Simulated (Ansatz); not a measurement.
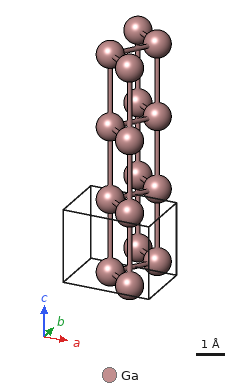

Starting structure of a crystal of Ga (built on the lonsdaleite_194 type). Style: ball-and-stick. Shown: the cell of the calculation, repeated 1 × 2 × 3 with one cell outlined, slightly off an axis.

Case: lonsdaleite type (P6_3/mmc, No. 194).

Computed with DFT r2SCAN, scalar-relativistic, plane waves, PAW (Ansatz).

Input file:
```yaml
crystal:
  lattice:
    - [4.3527718207, 0.0, 0.0]
    - [-2.1763859104, 3.7696109736, 0.0]
    - [0.0, 0.0, 2.7332745225]
  atoms:
    - { symbol: Ga, position: [0.3333333333, 0.6666666667, 0.0] }
    - { symbol: Ga, position: [0.6666666667, 0.3333333333, 0.0] }
basis:
  ecutwfc: 500
kpoints:
  mp_grid: { grid: [15, 15, 20] }
hamiltonian:
  xc: r2scan
scf:
  occupations: { method: gaussian, width: 0.1 }
output:
  forces: true
  stress: true
  eigenvalues: true
relax:
  adjacent_minimum: "off"
  f_tol: 0.01
  max_steps: 80
  cell: { stress_tol: 0.05 }
```

### Where does the relaxation end?

No atom moves by more than 0.005 Å relative to the cell. The drawn cell changes as follows: a = b 4.353 → 4.360 Å (+0.2 %), c 2.733 → 2.720 Å (−0.5 %); the volume changes by −0.2 %. Among the contacts that change: Ga1–Ga1 2.733 → 2.720 Å, Ga1–Ga2 2.513 → 2.517 Å. The space group stays P6/mmm (No. 191). After 2 accepted moves (3 points after the start) the energy has fallen by 0.2 meV per atom. All forces vanish by symmetry, so only the cell relaxes. The pressure goes from −0.05 to 0.01 GPa. The SCF was repeated once at an unchanged geometry on a basis and grid sized afresh for the cell, which shifted the energy by less than 0.05 meV per atom at most. The run took of the order of 60 core-seconds on a shared host.

Final geometry:

```xyz
2
Lattice="4.3598 0.0000 0.0000 -2.1799 3.7757 0.0000 0.0000 0.0000 2.7202" Properties=species:S:1:pos:R:3 pbc="T T T"
Ga    0.0000    2.5171    0.0000
Ga    2.1799    1.2586    2.7202
```
